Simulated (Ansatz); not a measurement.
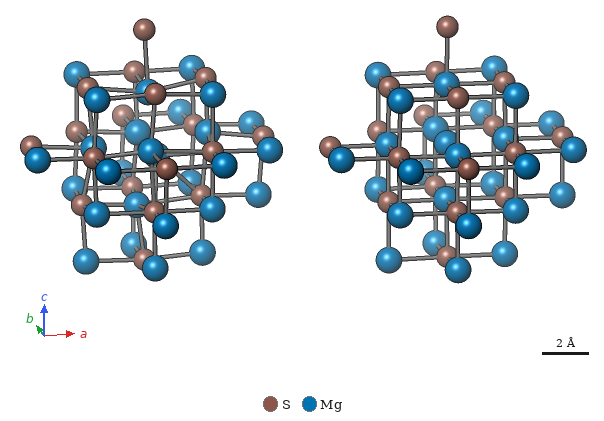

Two geometries of a defect cell of composition S$_{31}$Mg$_{33}$ (cell charge −2), drawn at one scale. One is the start of a relaxation, the other its converged end. A ball-and-stick model of the atoms within 5.8 Å of the atom that moves most (axes of the cell of the calculation (origin shifted)), seen slightly off an axis.

Theory: DFT, PBEsol, PAW, plane waves in Ansatz 0.2.0. (plane-wave cutoff 420 eV; k-point mesh 1 × 1 × 1; mesh shifted by (0.25, 0.25, 0.25); no spin polarisation; atoms relaxed in a fixed cell; force threshold 0.03 eV/Å; at most 80 steps)

### Which of the two is the end point?

The left one is the relaxed one. Over 14 geometry steps the energy falls by 1.074 eV per cell of the calculation. Largest force component: 1 eV/Å at the start, 0.021 eV/Å at the end. The atom that moves furthest is a Mg atom (0.80 Å along [1 −1 −1]). By element the largest moves are Mg 0.80 Å, S 0.24 Å. The lattice vectors keep their values. Some distances before and after: Mg–S 3.643 → 2.952 Å, Mg–S 3.602 → 2.953 Å, Mg–S 3.647 → 3.008 Å, Mg–S 2.559 → 2.865 Å. New bonds form, among them: Mg–S (3.60 → 2.95 Å), Mg–S (3.64 → 2.95 Å). Among the angles between lasting bonds that change: S–Mg–S 178.7° → 161.5°, S–Mg–S 178.9° → 163.0°, S–Mg–S 179.5° → 164.3°. The run took 10 s on 1 × NVIDIA GB200 with 8 threads of Arm Neoverse-V2, peak memory 1.8 GiB.

Limits of the set-up: the cell is charged, on a uniform background, and energies carry no finite-size correction.
